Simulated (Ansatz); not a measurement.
**Run report: MoS$_{2}$, field-gradient calculation**

The run: field-gradient calculation of MoS$_{2}$ (P1, 3 atoms in the cell). Method and program: DFT, PBE, PAW with Ansatz's default frozen-core files, scalar-relativistic, no spin polarisation (Ansatz 0.2.0).

The structure derives from an entry of the Crystallography Open Database. It belongs to a series of runs on one base structure; here: equal xy, yz and zx shear strains of +1 %, PAW files. Figures and captions count atoms from 1; the log counts them from 0 in places.

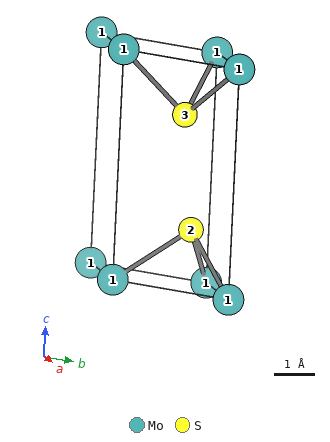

The input geometry (ball-and-stick view of the reduced cell, seen slightly off an axis; atoms are numbered from 1 in the order of the input). Near neighbours in the crystal (not all of them lie inside the picture): Mo has 6 S at 2.35 to 2.39 Å; S has 3 Mo at 2.35 to 2.39 Å.

Results in brief

| quantity | value |
| --- | --- |
| outcome | converged |
| space group (tolerance 0.01 Å) | P1 (1) |
| electrons treated | 26 |
| free energy | −6762.6777 eV |
| Fermi energy | 11.554 eV |
| pressure | 9.32 GPa |
| field gradient V_zz (10²¹ V/m²) | Mo −9.18, S −6.40, S −6.26 |
| largest force (length of the vector) | 1.328 eV/Å |
| hardware | 1 thread of Intel Xeon (Sapphire Rapids), 64 GiB of memory available, shared host |
| wall time | 98 s |
| peak memory | 1.2 GiB |

The program warns: the field gradients leave out spin–orbit coupling.

The input
```yaml
crystal:
  lattice:
    - [1.6166824051, 0.9516038085, 6.1358029001]
    - [-1.5463183085, 0.9357888049, 6.1199878965]
    - [0.0214858534, -1.7955426634, 6.1141992034]
  atoms:
    - { symbol: Mo, position: [0.0, 0.0, 0.0] }
    - { symbol: S, position: [0.7484, 0.7484, 0.7484] }
    - { symbol: S, position: [0.5849, 0.5849, 0.5849] }
kpoints:
  mp_grid: { grid: [13, 13, 13] }
scf:
  occupations: { method: fermi_dirac, width: 0.05 }
hamiltonian:
  xc: pbe
  pseudopotentials: { kind: paw }
output:
  forces: true
  stress: true
  eigenvalues: true
  efg: { contact_densities: true }
  write_density: true
  write_potential: true
  elf: true
  volumetric_format: npy
```

Launch command:
```bash
ansatz run input.yaml --threads 1 --pin off --max-ram 4096MiB --backend cpu --events-out ev --progress --plain --runs-dir out
```

The program's output
```
basis.fft_grid_basis auto: the FFT boxes are laid along the combinations [[1, -1, 0], [0, 1, 0], [0, -1, 1]] of the cell's own vectors, 3.163, 6.381 and 3.149 Å long. The dense box has 24×45×24 points. Along the cell's own vectors, as sized, it would have 45×45×45, 3.52 times as many. basis.fft_grid_basis: typed keeps the cell's own vectors: state it where this run's energies or levels are differenced outside the engine with another run's, or held beside a run that keeps those vectors. Those combinations have planes normal to reciprocal vector 3, as the cell's own vectors have. Each planar average written beside output.write_density, output.write_potential has a row for each plane of the box: 24. The volumetric files lie along those combinations, not along the cell's own vectors: a cube or XSF file states them, and fields.json those of NumPy files.
Mo: output.efg is read without spin–orbit coupling, which moves field gradients at and beside such atoms by some per cent and up to a factor of two; PAW files take it under magnetization.noncollinear and magnetization.spin_orbit
Engine: ansatz 0.2.0, x86_64-unknown-linux-gnu
Pseudopotentials: kind: paw
Pseudopotential: Mo, paw, valence charge 14, recommended cutoff 420 eV (normal), Mo.paw.azcp
Pseudopotential: S, paw, valence charge 6, recommended cutoff 420 eV (normal), S.paw.azcp
Functional definition: PBE
  parameter kappa = 0.804
  parameter beta = 0.06672455060314922
  exchange = pbe_x(kappa = kappa, mu = beta*pi^2/3)
  correlation = pbe_c(beta = beta)
Crystal: 3 atoms, lattice volume = 53.050 Å³
Basis set: ecut = 420 eV, 1019 PW (Γ), FFT grids on a1−a2, a2, −a2+a3, exchange–correlation on 48×90×48 points (8 copies of the dense FFT grid, shifted against one another)
Bands: 17, of which v1, the nominal top of the filled ones, is band 13 counted from 1 (12 counted from 0)
Symmetry: 1 space group operations
Space group: P1 (ITA 1), of the structure as read, at distance tolerance 3.8e-5 Å
k-points: 1099 of 2197 (time reversal used)
Non-local potential: Mo, projectors of the file, l = 0: 3, l = 1: 2, l = 2: 2, l = 3: 1
Non-local potential: S, projectors of the file, l = 0: 2, l = 1: 2, l = 2: 2
PAW form: soft (Blöchl's): semilocal exchange-correlation on the pseudo side does not see the compensation charge
PAW one-centre angular grid: Mo, 590 points (default); XC on 64 Gauss nodes
PAW one-centre angular grid: S, 110 points (default); XC on 64 Gauss nodes
Initial density: superposition of atomic densities (neutral atoms: chi_scale 0, normalization atom), corrected by the library's trained network
Initial wavefunctions: pseudopotential atomic-orbital guess
Functional: x = pbe(κ = 0.804, μ = 0.2195149727645171), c = pbe(β = 0.06672455060314922)
SCF iter   1: F=—  HF=-6762.671734 eV  |F-HF|=—  |Δ(HF+E_count)|=         —  Δρ=5.64e-3  dr2=4.10e-3  ethr=1.77e-3  ⟨swp⟩=6.0  Hψ=104726  notcnv=0
preconditioner: auto → none  [insulator: Δε(μ)=0.736 eV  Ē_g=8.383 eV  σ=0.050 eV  W_gap=1.00  n_scr=16 (ndim 8)  ℏωp=21.6 eV  f_vac=0.020  D(μ)=0.00/eV (n_scr^D=0)  ε∞_Penn≈7.7]
SCF iter   2: F=—  HF=-6762.675535 eV  |F-HF|=—  |Δ(HF+E_count)|=   3.80e-3  Δρ=2.91e-3  dr2=1.07e-3  ethr=1.58e-5  ⟨swp⟩=2.0  Hψ=37365  notcnv=0
SCF iter   3: F=—  HF=-6762.677895 eV  |F-HF|=—  |Δ(HF+E_count)|=   2.36e-3  Δρ=1.11e-3  dr2=2.19e-3  ethr=4.10e-6  ⟨swp⟩=2.2  Hψ=29559  notcnv=0
SCF iter   4: F=—  HF=-6762.677694 eV  |F-HF|=—  |Δ(HF+E_count)|=   2.01e-4  Δρ=7.48e-4  dr2=6.46e-4  ethr=4.10e-6  ⟨swp⟩=2.0  Hψ=26273  notcnv=0
SCF iter   5: F=—  HF=-6762.677620 eV  |F-HF|=—  |Δ(HF+E_count)|=   7.37e-5  Δρ=1.49e-4  dr2=1.77e-5  ethr=2.48e-6  ⟨swp⟩=2.0  Hψ=21170  notcnv=0
SCF iter   6: F=—  HF=-6762.677685 eV  |F-HF|=—  |Δ(HF+E_count)|=   6.44e-5  Δρ=6.21e-5  dr2=1.41e-6  ethr=6.82e-8  ⟨swp⟩=2.0  Hψ=25174  notcnv=0
SCF iter   7: F=—  HF=-6762.677685 eV  |F-HF|=—  |Δ(HF+E_count)|=   8.60e-7  Δρ=1.65e-5  dr2=2.00e-7  ethr=5.44e-9  ⟨swp⟩=2.0  Hψ=28568  notcnv=0
SCF iter   8: F=-6762.677686 eV  HF=-6762.677686 eV  |F-HF|=1.75e-8  |Δ(HF+E_count)|=   1.24e-7  Δρ=4.67e-6  dr2=6.05e-9  ethr=3.85e-10  ⟨swp⟩=10.3  Hψ=133237  notcnv=0
SCF 1 converged in 8 iterations: F = -6762.677686 eV  dr2 = 6.05e-9
  greatest PAW one-centre occupation: 0.998 electrons in one spin orbital (limit 2), on the Mo atom at site 0 (counted from 0), in its partial waves of l = 0
```

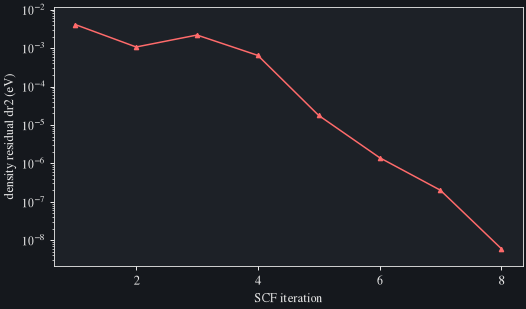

Convergence of the self-consistent field: density residual dr2 against the SCF iteration. The residual comes down, with one marked jump up, by a factor of about 2, at step 3.

```
SCF converged after 8 iterations
Free energy (F): -6762.677686 eV
Harris-Foulkes:  -6762.677686 eV  (|F-HF|=1.75e-8)
Internal energy: -6762.677679 eV  (E = F + TS)
E sigma→0 (E₀):  -6762.677682 eV
Entropy (-TS):   -0.000007 eV (-0.002 meV/atom)
Fermi energy:    11.553630 eV
--- Per-component energies (eV) ---
  E_band       = -154.790843
  E_kinetic    = 660.165230
  E_local      = -2029.123413  (includes V_loc(G=0)·N_el)
  E_nonlocal   = 199.524315
  E_hartree    = 787.643909
  E_xc         = -379.936517
  E_vxc        = -406.921268  (∫ρ·V_xc dr)
  E_paw        = -4401.848176  (= ΣΔE_a)
  E_vpaw       = -153.725247  (= ΣTr[D̂ρ^β])
  E_aug_tail   = 0.000037  (compensation charges beyond the density's cutoff)
  E_ewald      = -1599.103064
  E_smearing   = -0.000007  (= −TS)
  E_closure    = 0.000000  (closes the sum)
  Σ components = -6762.677686   (vs F -6762.677686, Δ=0.00e0)
--- Forces (eV/Å), atoms counted from 1 ---
  atom   1  Mo     0.08508742    -0.00179822    -0.01059952
  atom   2  S     -0.20497374    -0.16246085     1.30168482
  atom   3  S      0.11988650     0.16425875    -1.29107222
  max |Σ_I F_I| component: 1.31e-5 eV/Å
--- Stress (GPa, compression-positive) ---
        6.966318      -0.903601      -1.549403
       -0.903601       7.011879      -1.532628
       -1.549403      -1.532628      13.991943
  P = ⅓ Tr σ = 9.3234 GPa (93.234 kbar)
--- PAW observables at the nuclei: V_zz in 10²¹ V/m², potentials from the cell's mean, atoms counted from 1 ---
  atom   1  Mo V_zz =    -9.175946   η = 0.1294   by run symmetry: allowed
            electrostatic potential = -6351.429971 V   contact ρ = 595256.735308 e/Å³
  atom   2  S  V_zz =    -6.401317   η = 0.0497   by run symmetry: allowed
            electrostatic potential = -1636.905329 V   contact ρ = 19770.803902 e/Å³
  atom   3  S  V_zz =    -6.258962   η = 0.0425   by run symmetry: allowed
            electrostatic potential = -1636.900923 V   contact ρ = 19770.839374 e/Å³
--- Band table (eV; the first three rows and the last of 1099) ---
  k-point 0: bands = ["-50.4439", "-24.6176", "-24.4082", "-24.3936", "-4.1182", "-2.2769", "4.0319", "7.3361", "7.4528", "8.5793", "8.6144", "9.9326", "10.0953", "13.1107", "13.1946", "13.6309", "13.7243"]
  k-point 1: bands = ["-50.4415", "-24.6127", "-24.4274", "-24.4044", "-4.0246", "-2.2531", "4.1370", "7.1981", "7.5015", "8.2905", "8.4523", "9.9390", "10.2018", "13.0760", "13.3084", "13.3892", "13.5809"]
  k-point 2: bands = ["-50.4348", "-24.5992", "-24.4930", "-24.4214", "-3.7566", "-2.1847", "4.4122", "6.7660", "7.6645", "7.7822", "8.0989", "9.8534", "10.1640", "12.8000", "13.1607", "13.3179", "13.7393"]
  k-point 1098: bands = ["-50.4035", "-24.8101", "-24.5343", "-24.4845", "-2.1758", "-1.8096", "4.3207", "5.5359", "5.9777", "6.9562", "8.8287", "9.3170", "9.5940", "12.6410", "13.1213", "14.6167", "14.8290"]
```

File rho_z.tsv
```
# z_ang	rho[e/angstrom^3]
# format = ansatz-planar-average/11
# lattice	1.616682405	0.951603809	6.135802900
# lattice	-1.546318309	0.935788805	6.119987896
# lattice	0.021485853	-1.795542663	6.114199203
# sites	3
# site	42	0.000000000	0.000000000	0.000000000
# site	16	0.068740503	0.068740503	13.748100516
# site	16	0.053723036	0.053723036	10.744607151
0.000000	7.293910e-1
0.265518	6.820317e-1
0.531036	6.160415e-1
0.796554	5.341806e-1
1.062072	4.447884e-1
1.327590	3.622708e-1
1.593108	3.012568e-1
1.858625	2.697308e-1
2.124143	2.662788e-1
2.389661	2.821096e-1
2.655179	3.070074e-1
2.920697	3.344414e-1
3.186215	3.614033e-1
3.451733	3.869615e-1
3.717251	4.116063e-1
3.982769	4.362097e-1
4.248287	4.635043e-1
4.513805	4.993216e-1
4.779323	5.486257e-1
5.044841	6.102849e-1
5.310359	6.749998e-1
5.575876	7.279661e-1
5.841394	7.563540e-1
6.106912	7.557487e-1
```

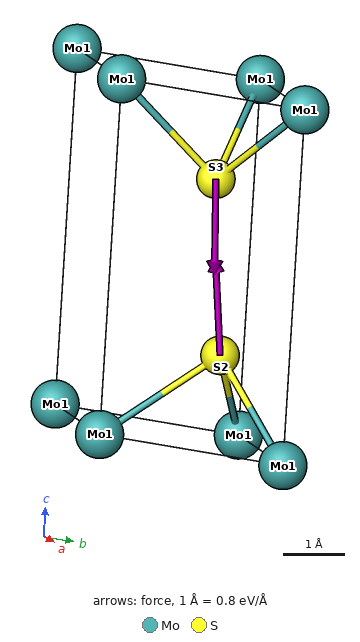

Forces on the atoms as pink arrows (ball-and-stick view of the reduced cell, seen slightly off an axis; atoms are numbered from 1 in the order of the input); the smallest are left out. The largest act on S2 (1.33 eV/Å); S3 (1.31 eV/Å). The geometry is not a stationary point of this energy.

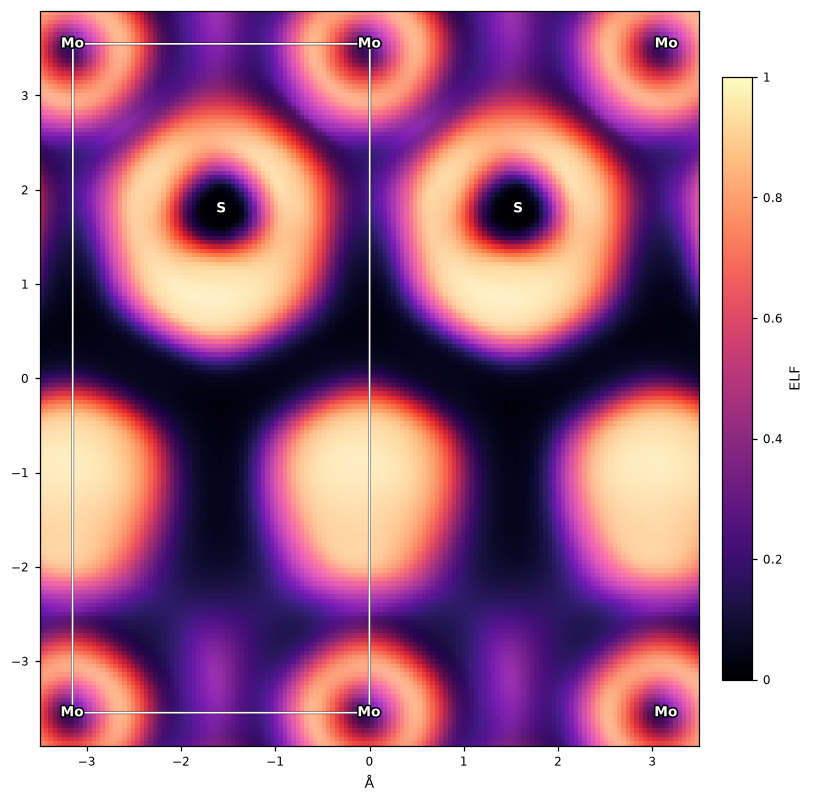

Electron localisation function on the (011) plane of the conventional cell. Mo–S (2.35 Å): the ELF is about 0.45 at the midpoint. The strong features right at Mo lie inside the PAW spheres (semicore, d or f shells) and say nothing about bonding. In a PAW calculation such maps are meaningful between the atoms, not at the nuclei.

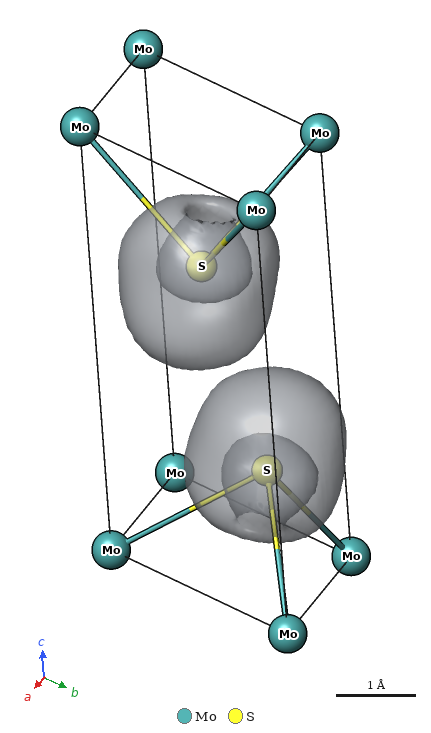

Isosurface of the electron localisation function at 0.75 (grey), seen slightly off an axis. Only the valence region is drawn (cores and ρ < 0.01 e/Å³ removed). Sticks mark near contacts. The outline is the cell set on symmetry axes. Along the contacts the grid gives the following. Mo–S (2.35 Å): the ELF is about 0.45 at the midpoint.
